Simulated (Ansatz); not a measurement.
## Geometry relaxation, with input and output: CoSi (part 1 of 2)

System: CoSi (P2₁3, 8 atoms in the cell).
Method: DFT PBE, scalar-relativistic, plane waves, PAW, no spin polarisation (Ansatz 0.2.0).

The structure derives from an entry of the Crystallography Open Database. Figures and captions count atoms from 1; the log counts them from 0 in places.

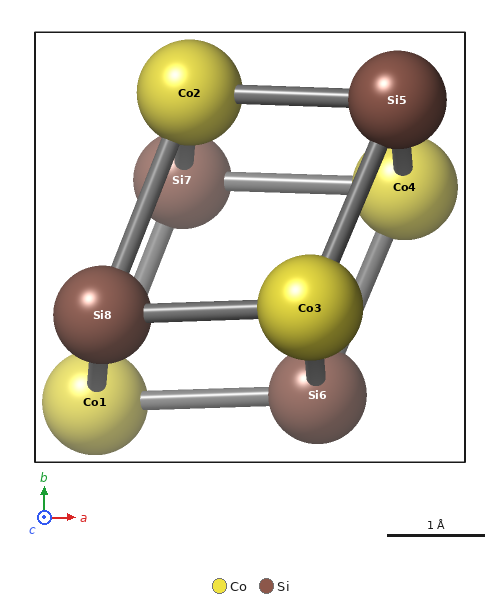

The starting structure (ball-and-stick view of the cell of the calculation, along the c axis; atoms are numbered from 1 in the order of the input).

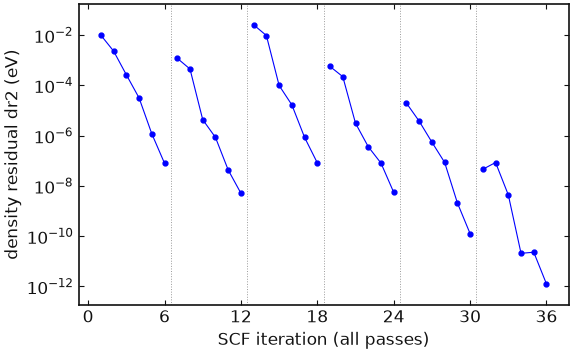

Convergence of the self-consistent field: density residual dr2 against the SCF iteration. The dotted lines part the SCF passes of the relaxation: geometry steps, rejected trials and re-solves on a re-selected basis. The 6 passes take 6 iterations each, 36 in all.

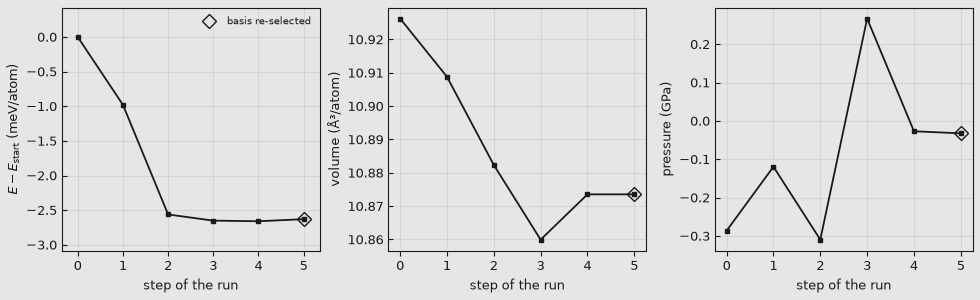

Progress of the relaxation, step by step (the first geometry is step 0 here and step 1 in the log).

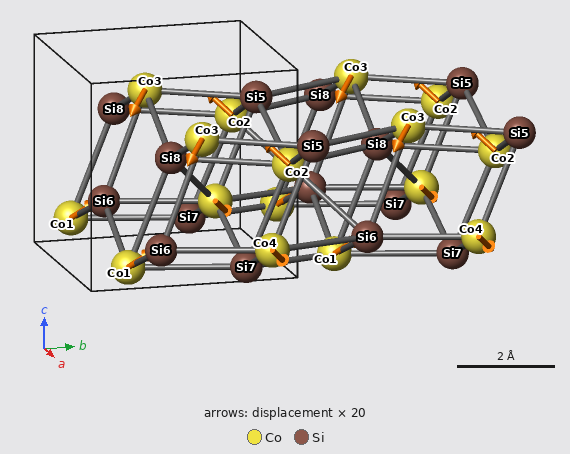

The starting structure with the displacements as orange arrows, magnified 20 times (ball-and-stick view of the cell of the calculation, repeated 2 × 2 × 1, seen slightly off an axis). The largest moves relative to the cell, 0.039 Å, are those of Co1, Co2, Co3 and Co4. Largest moves by element: Co 0.039 Å, Si 0.001 Å. Cell: a = b = c 4.438 → 4.431 Å (−0.2 %). Volume −0.5 %. Among the contacts that change: Co1–Si6 2.466 → 2.432 Å, Co1–Si5 2.283 → 2.317 Å. The space group stays P2_13 (No. 198). After 4 geometry steps the energy has fallen by 2.7 meV per atom. The largest force component goes from 0.15 to 0.00097 eV/Å. The pressure goes from −0.29 to −0.03 GPa. A last SCF at the same geometry on a re-selected plane-wave basis shifts the energy by +0.0 meV per atom. (Atoms are counted from 1 in the order of the input.)

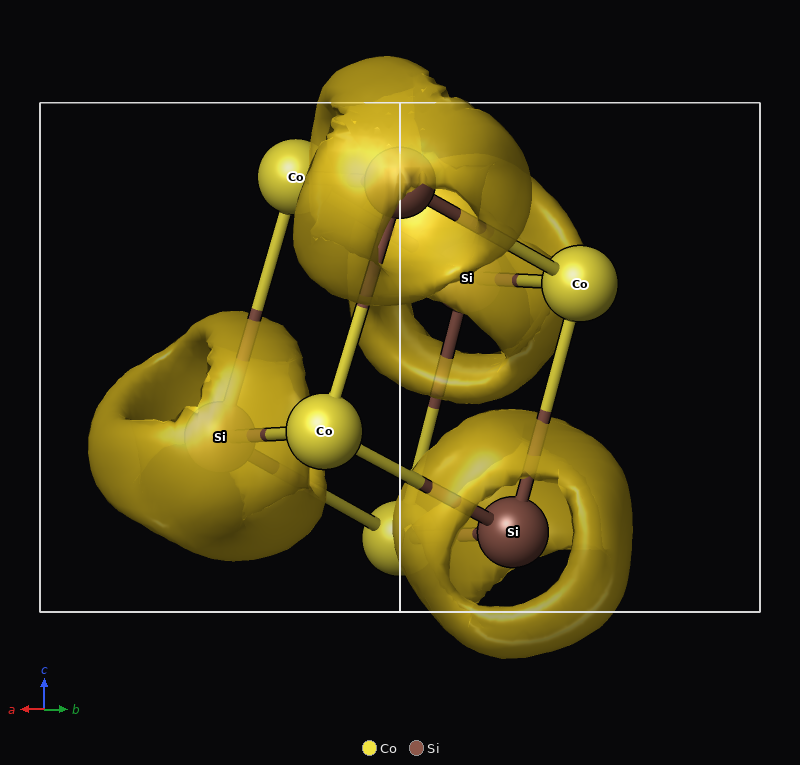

Isosurface of the ELF at 0.6 (yellow), seen along [110]. Core shells and regions of very low density are left out. Sticks mark near contacts. The outline is the cell set on symmetry axes. Along the contacts the grid gives the following. Co–Si (2.32 Å): the ELF is about 0.45 at the midpoint. Co–Si (2.43 Å): the ELF is about 0.50 at the midpoint. Core electrons are frozen (PAW), so the fields are smoothed inside the atomic spheres.

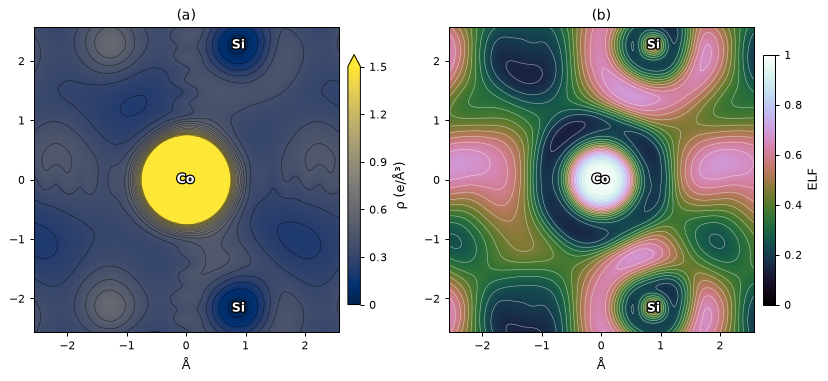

(a) valence pseudo-density; (b) ELF on the (100) plane of the conventional cell. The section cuts through Co and Si sites. Co–Si (2.34 Å): ρ at the midpoint is about 0.47 e/Å³; the ELF is about 0.45 at the midpoint. Co–Si (2.43 Å): ρ is about 0.41 e/Å³ halfway; the ELF is about 0.50 at the midpoint. Away from the nuclei the density in this plane falls to 0.21 e/Å³ at its lowest. The strong features right at Co lie inside the PAW spheres (semicore, d or f shells) and say nothing about bonding.

The input and output of the run follow.

Input file:
```yaml
crystal:
  lattice:
    - [4.438, 0.0, 0.0]
    - [0.0, 4.438, 0.0]
    - [0.0, 0.0, 4.438]
  atoms:
    - { symbol: Co, position: [0.14, 0.14, 0.14] }
    - { symbol: Co, position: [0.36, 0.86, 0.64] }
    - { symbol: Co, position: [0.64, 0.36, 0.86] }
    - { symbol: Co, position: [0.86, 0.64, 0.36] }
    - { symbol: Si, position: [0.843, 0.843, 0.843] }
    - { symbol: Si, position: [0.657, 0.157, 0.343] }
    - { symbol: Si, position: [0.343, 0.657, 0.157] }
    - { symbol: Si, position: [0.157, 0.343, 0.657] }
basis:
  ecutwfc: 420
kpoints:
  mp_grid: { grid: [8, 8, 8] }
hamiltonian:
  xc: pbe
scf:
  occupations: { method: gaussian, width: 0.1 }
output:
  forces: true
  stress: true
  eigenvalues: true
  write_density: true
  write_potential: true
  elf: true
  volumetric_format: npy
relax:
  adjacent_minimum: "off"
  f_tol: 0.005
  max_steps: 80
  cell: { stress_tol: 0.05 }
```

Launched with:
```bash
ansatz run input.yaml --threads 2 --pin off --max-ram 5120MiB --backend cpu --events-out ev --progress --plain --runs-dir out
```

Output:
```
Engine: ansatz 0.2.0, x86_64-unknown-linux-gnu
Pseudopotentials: kind: paw
Pseudopotential: Co, paw, valence charge 17, recommended cutoff 420 eV (normal), Co.paw.azcp
Pseudopotential: Si, paw, valence charge 4, recommended cutoff 420 eV (normal), Si.paw.azcp
Functional definition: PBE
  parameter kappa = 0.804
  parameter beta = 0.06672455060314922
  exchange = pbe_x(kappa = kappa, mu = beta*pi^2/3)
  correlation = pbe_c(beta = beta)
Crystal: 8 atoms, lattice volume = 87.410 Å³
Basis set: ecut = 420 eV, 1743 PW (Γ), exchange–correlation on 60×60×60 points (8 copies of the dense FFT grid, shifted against one another)
Bands: 51, of which v1, the nominal top of the filled ones, is band 42 counted from 1 (41 counted from 0)
Symmetry: 12 space group operations
Space group: P213 (ITA 198), of the structure as read, at distance tolerance 4.4e-5 Å
k-points: 45 of 512 (time reversal used)
Non-local potential: Co, projectors of the file, l = 0: 3, l = 1: 2, l = 2: 3, l = 3: 1
Non-local potential: Si, projectors of the file, l = 0: 2, l = 1: 2, l = 2: 2
PAW form: soft (Blöchl's): semilocal exchange-correlation on the pseudo side does not see the compensation charge
PAW one-centre angular grid: Co, 590 points (default); XC on 64 Gauss nodes
PAW one-centre angular grid: Si, 110 points (default); XC on 64 Gauss nodes
Initial density: superposition of atomic densities (neutral atoms: chi_scale 0, normalization atom), corrected by the library's trained network
Initial wavefunctions: pseudopotential atomic-orbital guess
Functional: x = pbe(κ = 0.804, μ = 0.2195149727645171), c = pbe(β = 0.06672455060314922)
SCF iter   1: F=—  HF=-23052.676184 eV  |F-HF|=—  |Δ(HF+E_count)|=         —  Δρ=7.40e-3  dr2=9.95e-3  ethr=1.77e-3  ⟨swp⟩=6.9  Hψ=8975  notcnv=0  defer=8
preconditioner: auto → Resta (q_TF=auto, 2.710 Å⁻¹)  ε∞=19.5  [insulator: Δε(μ)=0.136 eV  Ē_g=6.664 eV  σ=0.100 eV  W_gap=0.51  n_scr=26 (ndim 8)  ℏωp=28.6 eV  f_vac=0.000  D(μ)=1.32/eV (n_scr^D=6)  ε∞_Penn≈19.5]
SCF iter   2: F=—  HF=-23052.672620 eV  |F-HF|=—  |Δ(HF+E_count)|=   3.56e-3  Δρ=3.09e-3  dr2=2.32e-3  ethr=1.18e-5  ⟨swp⟩=2.0  Hψ=3657  notcnv=0  defer=10
SCF iter   3: F=—  HF=-23052.672283 eV  |F-HF|=—  |Δ(HF+E_count)|=   3.37e-4  Δρ=8.52e-4  dr2=2.65e-4  ethr=2.76e-6  ⟨swp⟩=2.2  Hψ=3127  notcnv=0  defer=10
SCF iter   4: F=—  HF=-23052.672292 eV  |F-HF|=—  |Δ(HF+E_count)|=   9.30e-6  Δρ=2.86e-4  dr2=3.18e-5  ethr=3.16e-7  ⟨swp⟩=2.1  Hψ=2961  notcnv=0  defer=10
SCF iter   5: F=—  HF=-23052.672216 eV  |F-HF|=—  |Δ(HF+E_count)|=   7.60e-5  Δρ=4.32e-5  dr2=1.19e-6  ethr=3.79e-8  ⟨swp⟩=2.2  Hψ=3013  notcnv=0  defer=10
SCF iter   6: F=-23052.672216 eV  HF=-23052.672216 eV  |F-HF|=3.35e-8  |Δ(HF+E_count)|=   1.80e-7  Δρ=1.10e-5  dr2=7.97e-8  ethr=1.19e-10  ⟨swp⟩=11.1  Hψ=16390  notcnv=0
SCF 1 converged in 6 iterations: F = -23052.672216 eV  dr2 = 7.97e-8
  greatest PAW one-centre occupation: 1.000 electrons in one spin orbital (limit 2), on the Co atom at site 2 (counted from 0), in its partial waves of l = 1
relax step   1: F+E_penalty+E_count = -23052.67221601 eV  Δ(F+E_penalty+E_count) = +0.000e0 eV  max|allowed force component| = 1.522e-1 eV/Å  Δτ_max = 0.0000 Å  P = -0.286 GPa  Ω = 87.410 Å³  (6 SCF iters, dr2 threshold 1.00e-7 eV, accepted)
Crystal: 8 atoms, lattice volume = 87.270 Å³
Initial density: handed on by an earlier stage of this run
Initial wavefunctions: those handed on with the density
iter 1 solved again at ethr=1.51e-6 eV; its pass at ethr=3.10e-3 eV (dr2=1.27e-3 eV) is discarded
SCF iter   1: F=—  HF=-23052.680531 eV  |F-HF|=—  |Δ(HF+E_count)|=         —  Δρ=1.24e-3  dr2=1.20e-3  ethr=1.51e-6  ⟨swp⟩=2.0  Hψ=8771  notcnv=0
preconditioner: auto → Resta (q_TF=auto, 2.711 Å⁻¹)  ε∞=19.5  [insulator: Δε(μ)=0.137 eV  Ē_g=6.672 eV  σ=0.100 eV  W_gap=0.56  n_scr=26 (ndim 8)  ℏωp=28.7 eV  f_vac=0.000  D(μ)=1.41/eV (n_scr^D=6)  ε∞_Penn≈19.5]
SCF iter   2: F=—  HF=-23052.680258 eV  |F-HF|=—  |Δ(HF+E_count)|=   2.73e-4  Δρ=7.06e-4  dr2=4.49e-4  ethr=1.43e-6  ⟨swp⟩=1.0  Hψ=2295  notcnv=0
SCF iter   3: F=—  HF=-23052.680050 eV  |F-HF|=—  |Δ(HF+E_count)|=   2.08e-4  Δρ=7.53e-5  dr2=4.33e-6  ethr=5.34e-7  ⟨swp⟩=2.0  Hψ=3246  notcnv=0
SCF iter   4: F=—  HF=-23052.680049 eV  |F-HF|=—  |Δ(HF+E_count)|=   7.14e-7  Δρ=4.14e-5  dr2=8.52e-7  ethr=5.16e-9  ⟨swp⟩=2.1  Hψ=3746  notcnv=0
iter 5 did not close the SCF: its close was put off for the readings that it lacked (scf_convergence_deferred on its scf_iter line)
SCF iter   5: F=-23052.680049 eV  HF=-23052.680049 eV  |F-HF|=2.18e-8  |Δ(HF+E_count)|=   5.18e-8  Δρ=9.32e-6  dr2=4.32e-8  ethr=1.01e-9  ⟨swp⟩=2.2  Hψ=3347  notcnv=0
SCF iter   6: F=-23052.680049 eV  HF=-23052.680049 eV  |F-HF|=2.88e-9  |Δ(HF+E_count)|=   6.53e-9  Δρ=2.78e-6  dr2=5.10e-9  ethr=5.15e-11  ⟨swp⟩=5.3  Hψ=13540  notcnv=0
SCF 2 converged in 6 iterations: F = -23052.680049 eV  dr2 = 5.10e-9
  greatest PAW one-centre occupation: 1.000 electrons in one spin orbital (limit 2), on the Co atom at site 3 (counted from 0), in its partial waves of l = 1
relax step   2: F+E_penalty+E_count = -23052.68004913 eV  Δ(F+E_penalty+E_count) = -7.833e-3 eV  max|allowed force component| = 1.224e-1 eV/Å  Δτ_max = 0.0079 Å  P = -0.119 GPa  Ω = 87.270 Å³  energy of the carried Pulay correction = +8.535e-5 eV  (6 SCF iters, dr2 threshold 8.00e-7 eV, accepted)
Crystal: 8 atoms, lattice volume = 87.059 Å³
iter 1 solved again at ethr=3.01e-5 eV; its pass at ethr=3.10e-3 eV (dr2=2.53e-2 eV) is discarded
SCF iter   1: F=—  HF=-23052.702062 eV  |F-HF|=—  |Δ(HF+E_count)|=         —  Δρ=5.55e-3  dr2=2.57e-2  ethr=3.01e-5  ⟨swp⟩=1.7  Hψ=9333  notcnv=0
preconditioner: auto → Resta (q_TF=auto, 2.712 Å⁻¹)  ε∞=19.5  [insulator: Δε(μ)=0.139 eV  Ē_g=6.671 eV  σ=0.100 eV  W_gap=0.55  n_scr=26 (ndim 8)  ℏωp=28.7 eV  f_vac=0.000  D(μ)=1.34/eV (n_scr^D=6)  ε∞_Penn≈19.5]
SCF iter   2: F=—  HF=-23052.696048 eV  |F-HF|=—  |Δ(HF+E_count)|=   6.01e-3  Δρ=3.18e-3  dr2=9.65e-3  ethr=3.01e-5  ⟨swp⟩=1.0  Hψ=2295  notcnv=0
SCF iter   3: F=—  HF=-23052.692433 eV  |F-HF|=—  |Δ(HF+E_count)|=   3.61e-3  Δρ=3.65e-4  dr2=9.92e-5  ethr=1.15e-5  ⟨swp⟩=2.0  Hψ=3290  notcnv=0
SCF iter   4: F=—  HF=-23052.692716 eV  |F-HF|=—  |Δ(HF+E_count)|=   2.82e-4  Δρ=1.88e-4  dr2=1.68e-5  ethr=1.18e-7  ⟨swp⟩=2.0  Hψ=3498  notcnv=0
SCF iter   5: F=—  HF=-23052.692714 eV  |F-HF|=—  |Δ(HF+E_count)|=   1.12e-6  Δρ=3.90e-5  dr2=8.52e-7  ethr=2.00e-8  ⟨swp⟩=2.2  Hψ=3233  notcnv=0
SCF iter   6: F=-23052.692714 eV  HF=-23052.692714 eV  |F-HF|=3.92e-8  |Δ(HF+E_count)|=   1.67e-7  Δρ=1.11e-5  dr2=8.26e-8  ethr=9.52e-10  ⟨swp⟩=10.4  Hψ=15985  notcnv=0
SCF 3 converged in 6 iterations: F = -23052.692714 eV  dr2 = 8.26e-8
  greatest PAW one-centre occupation: 1.000 electrons in one spin orbital (limit 2), on the Co atom at site 0 (counted from 0), in its partial waves of l = 1
relax step   3: F+E_penalty+E_count = -23052.69271425 eV  Δ(F+E_penalty+E_count) = -1.267e-2 eV  max|allowed force component| = 2.923e-2 eV/Å  Δτ_max = 0.0349 Å  P = -0.310 GPa  Ω = 87.059 Å³  energy of the carried Pulay correction = +2.149e-4 eV  (6 SCF iters, dr2 threshold 8.00e-7 eV, accepted)
Crystal: 8 atoms, lattice volume = 86.880 Å³
iter 1 solved again at ethr=6.77e-7 eV; its pass at ethr=3.10e-3 eV (dr2=5.68e-4 eV) is discarded
SCF iter   1: F=—  HF=-23052.693393 eV  |F-HF|=—  |Δ(HF+E_count)|=         —  Δρ=7.86e-4  dr2=5.65e-4  ethr=6.77e-7  ⟨swp⟩=2.0  Hψ=9793  notcnv=0
preconditioner: auto → Resta (q_TF=auto, 2.713 Å⁻¹)  ε∞=19.4  [insulator: Δε(μ)=0.139 eV  Ē_g=6.691 eV  σ=0.100 eV  W_gap=0.56  n_scr=26 (ndim 8)  ℏωp=28.7 eV  f_vac=0.000  D(μ)=1.35/eV (n_scr^D=6)  ε∞_Penn≈19.4]
SCF iter   2: F=—  HF=-23052.693274 eV  |F-HF|=—  |Δ(HF+E_count)|=   1.19e-4  Δρ=4.54e-4  dr2=2.23e-4  ethr=6.72e-7  ⟨swp⟩=1.0  Hψ=2295  notcnv=0
SCF iter   3: F=—  HF=-23052.693425 eV  |F-HF|=—  |Δ(HF+E_count)|=   1.51e-4  Δρ=6.65e-5  dr2=3.12e-6  ethr=2.66e-7  ⟨swp⟩=2.0  Hψ=3281  notcnv=0
SCF iter   4: F=—  HF=-23052.693424 eV  |F-HF|=—  |Δ(HF+E_count)|=   1.00e-6  Δρ=2.37e-5  dr2=3.64e-7  ethr=3.72e-9  ⟨swp⟩=2.0  Hψ=3470  notcnv=0
iter 5 did not close the SCF: its close was put off for the readings that it lacked (scf_convergence_deferred on its scf_iter line)
SCF iter   5: F=-23052.693424 eV  HF=-23052.693424 eV  |F-HF|=4.76e-8  |Δ(HF+E_count)|=   8.59e-9  Δρ=1.23e-5  dr2=8.08e-8  ethr=4.33e-10  ⟨swp⟩=2.8  Hψ=3973  notcnv=0
SCF iter   6: F=-23052.693424 eV  HF=-23052.693424 eV  |F-HF|=5.22e-9  |Δ(HF+E_count)|=   9.33e-9  Δρ=3.63e-6  dr2=5.55e-9  ethr=9.62e-11  ⟨swp⟩=6.4  Hψ=13563  notcnv=0
SCF 4 converged in 6 iterations: F = -23052.693424 eV  dr2 = 5.55e-9
relax step   4: F+E_penalty+E_count = -23052.69342373 eV  Δ(F+E_penalty+E_count) = -7.095e-4 eV  max|allowed force component| = 1.186e-2 eV/Å  Δτ_max = 0.0054 Å  P = +0.267 GPa  Ω = 86.880 Å³  energy of the carried Pulay correction = +3.249e-4 eV  (6 SCF iters, dr2 threshold 2.40e-7 eV, accepted)
Crystal: 8 atoms, lattice volume = 86.988 Å³
iter 1 solved again at ethr=1.96e-8 eV; its pass at ethr=3.10e-3 eV (dr2=1.64e-5 eV) is discarded
```
